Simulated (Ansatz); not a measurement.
Ca (P6_3/mmc, No. 194): the end point of a relaxation with Ansatz, DFT PBEsol, scalar-relativistic, plane waves, PAW; the starting structure was generated, so it need not be a known form of this composition.

```cif
data_structure
_symmetry_space_group_name_H-M 'P6_3/mmc'
_symmetry_Int_Tables_number 194
_cell_length_a 3.8515
_cell_length_b 3.8515
_cell_length_c 12.6696
_cell_angle_alpha 90.000
_cell_angle_beta 90.000
_cell_angle_gamma 120.000
_cell_volume 162.77
loop_
_atom_site_label
_atom_site_type_symbol
_atom_site_symmetry_multiplicity
_atom_site_Wyckoff_symbol
_atom_site_fract_x
_atom_site_fract_y
_atom_site_fract_z
_atom_site_occupancy
Ca1 Ca 2 a 0.00000 0.00000 0.00000 1
Ca2 Ca 2 c 0.33333 0.66667 0.25000 1
```

What will a HAADF-like image along [201] show? Simulated incoherent Z contrast: every atom adds Z^1.7 spread by a probe of 0.69 Å full width; channelling and multiple scattering are left out. The probe carries 15 % of its weight in a tail 2.5 times as wide.

The columns repeat on a centred rectangular net of 3.29 × 6.67 Å (plane group c2mm). The brightest columns hold 2 Ca per repeat; in falling brightness follow 1 Ca (about 50 %). Brightness is counted from the darkest point of the image. The closest visible columns (Ca and Ca) are 1.11 Å apart in projection. Along the beam the structure repeats every 14.83 Å.

```tsv
column	atoms along the beam per repeat	peak brightness
Ca	2 Ca	100 %
Ca	1 Ca	50 %
```

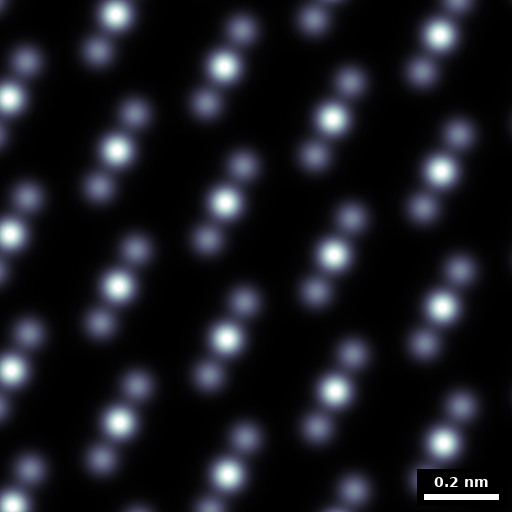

The simulated image.
